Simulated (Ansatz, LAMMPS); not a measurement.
**What do other settings change for 47In2O3-53ZnO (mol %) with crystalline order left by the classical run (65 atoms)?**

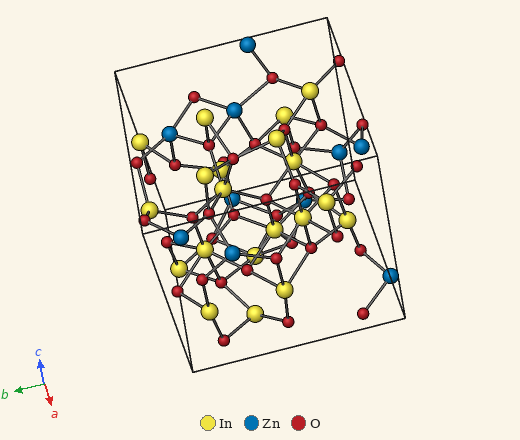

The cell (indium yellow, zinc blue, oxygen red). Some periodic images of atoms are drawn too.

Density of this cell: 6.43 g/cm³. The cell holds 65 atoms: 18 In, 10 Zn and 37 O. Cell: a = 9.494 Å, b = 9.494 Å, c = 9.494 Å, α = 90.0°, β = 90.0°, γ = 90.0°. 65 atoms (18 Sc, 10 Zn, 37 O) placed at random at 4.13 g/cm³, melted at 5000 K for 10 ps at fixed volume with the Morse and Coulomb pair potential with partial charges (Pedone, Malavasi, Menziani, Cormack and Segre, J. Phys. Chem. B 110, 11780 (2006)). Quenched from 5000 K to 300 K at 10 K/ps and fixed volume, held 10 ps at zero pressure, then minimised at fixed cell. Then Sc was replaced by In and the cell scaled by 1.027 (the potential has no terms for the new elements, so the cell is a start for a DFT relaxation).

Geometry: as built.

Reference run: Kohn-Sham DFT, PBE, PAW (set soft_2), plane waves (Ansatz 0.2.0), cutoff 750 eV, k-mesh 2×2×2, gaussian smearing of 0.025 eV.

```
r.m.s. force component                           : 0.3126 eV/Å
gap (highest filled to lowest empty level) : 0.4272 eV
SCF cycles                                       : 10
time                                             : 3 min on 4 threads of Arm Neoverse V2, shared host
```

Variants, in no order:
A. support functions medium, spacing 0.275 Å
B. support functions medium, spacing 0.33 Å
C. support functions medium

Q: Order the variants from the smallest to the largest r.m.s. change of the forces.

C, A, B.

| variant | Δ force, r.m.s. (meV/Å) | share of r.m.s. force (%) | time over the reference's |
| --- | --- | --- | --- |
| C. support functions medium | 0.432 | 0.138 | 0.75 |
| A. support functions medium, spacing 0.275 Å | 17.1 | 5.46 | 0.60 |
| B. support functions medium, spacing 0.33 Å | 52.1 | 16.7 | 0.47 |

[Logs are printed without paths, hosts, clocks, repeated set-up lines and the standing remarks that a program may print on its own settings, such as how far it seeks lower states.]

[Hosts, paths, dates, database ids (printed as entryN), source tags and the programs' standing remarks are cut or masked in the printed files.]
